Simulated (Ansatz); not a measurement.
## A series of single points on Li

System: Li (2 atoms in the cell).
Method: DFT, PBEsol, plane waves (420 eV) with PAW, scalar-relativistic, no spin polarisation (Ansatz 0.2.0).

The 6 runs differ only in the geometry, by an even scaling of the cell at fixed fractional positions.

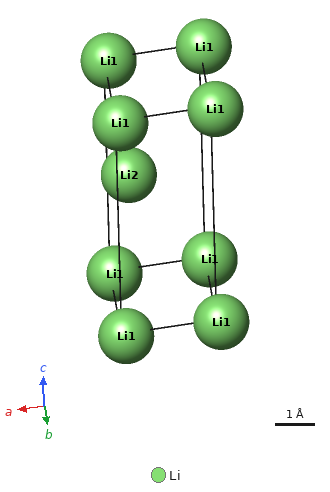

Figure 1. The structure of run 4 (spheres-only view of the cell of the calculation, seen at an oblique angle; atoms are numbered from 1 in the order of the input).

**Input of run 4**
```yaml
crystal:
  lattice:
    - [-2.0474822384, 1.6848150833, 1.5187397086]
    - [1.6848150833, -2.0474822384, 1.5187397086]
    - [3.8285335294, 3.8285335294, -2.1829652675]
  atoms:
    - { symbol: Li, position: [0.9556141267, 0.0443858733, 0.0] }
    - { symbol: Li, position: [0.7943858733, 0.2056141267, 0.5] }
hamiltonian:
  xc: pbesol
  pseudopotentials:
    kind: paw
    azcp:
      Li: "pseudopotentials/Li.paw.azcp"
basis:
  ecutwfc: 420
  fft_grid_basis: typed
kpoints:
  mp_grid: { grid: [15, 15, 7], shift: [0, 0, 0] }
magnetization:
  spin_polarized: false
scf:
  occupations: { method: fermi_dirac, width: 0.1 }
  lower_state_search: "off"
output:
  stress: true
```

Lattice vectors (Å) and fractional positions of run 4:
```
  -2.047482    1.684815    1.518740
   1.684815   -2.047482    1.518740
   3.828534    3.828534   -2.182965
Li  0.955614  0.044386  0.000000
Li  0.794386  0.205614  0.500000
```

Run 3 differs from it as follows:
```diff
-    - [-2.0474822384, 1.6848150833, 1.5187397086]
-    - [1.6848150833, -2.0474822384, 1.5187397086]
-    - [3.8285335294, 3.8285335294, -2.1829652675]
+    - [-2.0198101673, 1.6620445206, 1.4982136829]
+    - [1.6620445206, -2.0198101673, 1.4982136829]
+    - [3.7767902469, 3.7767902469, -2.1534621202]
```

**Results, with one run withheld**

| run | volume per atom (Å³) | free energy per atom, from the lowest run given (meV) | pressure (GPa) |
| --- | --- | --- | --- |
| 1 | 17.797 | 15.04 | 2.16 |
| 2 | 18.606 | 6.32 | 1.32 |
| 3 | 19.415 | ? | ? |
| 4 | 20.224 | 0.00 | 0.01 |
| 5 | 21.842 | 4.81 | −0.91 |
| 6 | 22.651 | 10.33 | −1.27 |

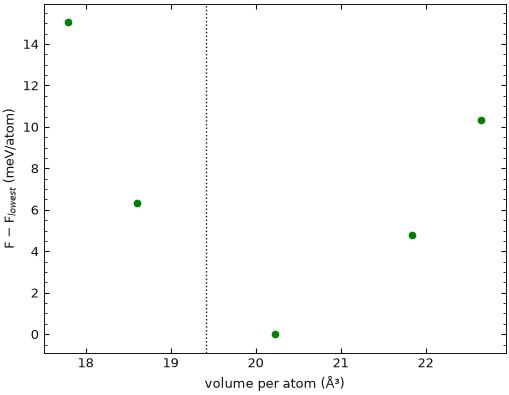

Figure 2. Free energy per atom of the runs given; the dotted line marks run 3.

What should run 3 give?

A cubic polynomial in V^(−2/3) (the Birch–Murnaghan form), fitted to the 5 runs given, misses them by under 0.01 meV per atom. With x = V^(−2/3) − 0.13535 Å⁻², it reads F = 0.052752 + 150.39 x + 1.0603e+05 x² − 2.6185e+05 x³ (meV per atom). At run 3 it gives 1.52 meV per atom, and the run itself gives 1.52. The slope of the fit gives a pressure −dF/dV of 0.61 GPa there, and the run prints 0.61 GPa. The fit has its minimum at 20.241 Å³ per atom, where V d²F/dV² gives 13.6 GPa. Cell shape and fractional positions are held, so this is the stiffness under even scaling; the relaxed bulk modulus wasn't computed.

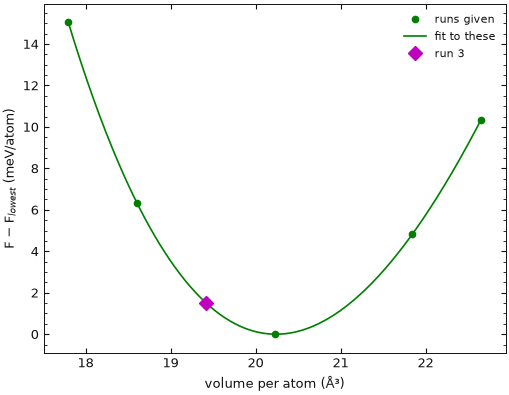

Figure 3. The fit and the withheld run.

**Output, shortened to warnings, some set-up lines, iterations and results (run 3)**
```
Warning: [file] the record states the generating functional pbe (its physics header spells it `PBE`), which answers neither for hamiltonian.xc's functional nor for the pbesol family's — results may be inconsistent (PPs are generated against a specific XC)
Basis set: ecut = 420 eV, 741 PW (Γ)
Symmetry: 4 space group operations
k-points: 424 of 1575
Initial density: superposition of atomic densities (neutral atoms: chi_scale 0, normalization atom), corrected by the library's trained network
[...]
SCF iter   1: F=—  HF=-406.011472 eV  |F-HF|=—  |Δ(HF+E_count)|=         —  Δρ=1.57e-3  dr2=3.39e-4  ethr=1.77e-3  ⟨swp⟩=4.0  Hψ=20363  notcnv=0
SCF iter   2: F=—  HF=-406.010388 eV  |F-HF|=—  |Δ(HF+E_count)|=   1.08e-3  Δρ=7.20e-4  dr2=8.74e-5  ethr=5.65e-6  ⟨swp⟩=2.1  Hψ=7487  notcnv=0
SCF iter   3: F=—  HF=-406.010178 eV  |F-HF|=—  |Δ(HF+E_count)|=   2.10e-4  Δρ=5.05e-5  dr2=1.21e-6  ethr=1.46e-6  ⟨swp⟩=2.0  Hψ=4209  notcnv=0
SCF iter   4: F=-406.010178 eV  HF=-406.010178 eV  |F-HF|=4.00e-9  |Δ(HF+E_count)|=   7.39e-8  Δρ=2.93e-6  dr2=1.21e-9  ethr=2.01e-8  ⟨swp⟩=2.0  Hψ=3880  notcnv=0
SCF iter   5: F=-406.010178 eV  HF=-406.010178 eV  |F-HF|=8.81e-12  |Δ(HF+E_count)|=   2.99e-9  Δρ=1.62e-7  dr2=9.97e-12  ethr=2.02e-11  ⟨swp⟩=2.0  Hψ=4324  notcnv=0
SCF iter   6: F=-406.010178 eV  HF=-406.010178 eV  |F-HF|=5.68e-14  |Δ(HF+E_count)|=  9.21e-12  Δρ=2.32e-9  dr2=1.36e-15  ethr=1.00e-12  ⟨swp⟩=1.0  Hψ=7209  notcnv=0
SCF 1 converged in 6 iterations: F = -406.010178 eV  dr2 = 1.36e-15
SCF converged after 6 iterations
Free energy (F): -406.010178 eV
Harris-Foulkes:  -406.010178 eV  (|F-HF|=5.68e-14)
Internal energy: -405.977266 eV  (E = F + TS)
E sigma→0 (E₀):  -405.993722 eV
Entropy (-TS):   -0.032912 eV (-16.456 meV/atom)
Fermi energy:    1.147990 eV
--- Per-component energies (eV) ---
  E_band       = -179.206847
  E_kinetic    = 42.657625
  E_local      = -261.320662  (includes V_loc(G=0)·N_el)
  E_nonlocal   = -66.356548
  E_hartree    = 77.413142
  E_xc         = -19.922905
  E_vxc        = -25.799677  (∫ρ·V_xc dr)
  E_paw        = -39.186437  (= ΣΔE_a)
  E_vpaw       = -23.213882  (= ΣTr[D̂ρ^β])
  E_aug_tail   = 0.000013  (compensation charges beyond the density's cutoff)
  E_ewald      = -139.261495
  E_smearing   = -0.032912  (= −TS)
  E_closure    = 0.000000  (closes the sum)
  Σ components = -406.010178   (vs F -406.010178, Δ=0.00e0)
--- Stress (GPa, compression-positive) ---
        0.661452       0.109691       0.004170
        0.109691       0.661452       0.004170
        0.004170       0.004170       0.496567
  P = ⅓ Tr σ = 0.6065 GPa (6.065 kbar)
```

Warnings of the run: the PAW datasets were made with another functional.
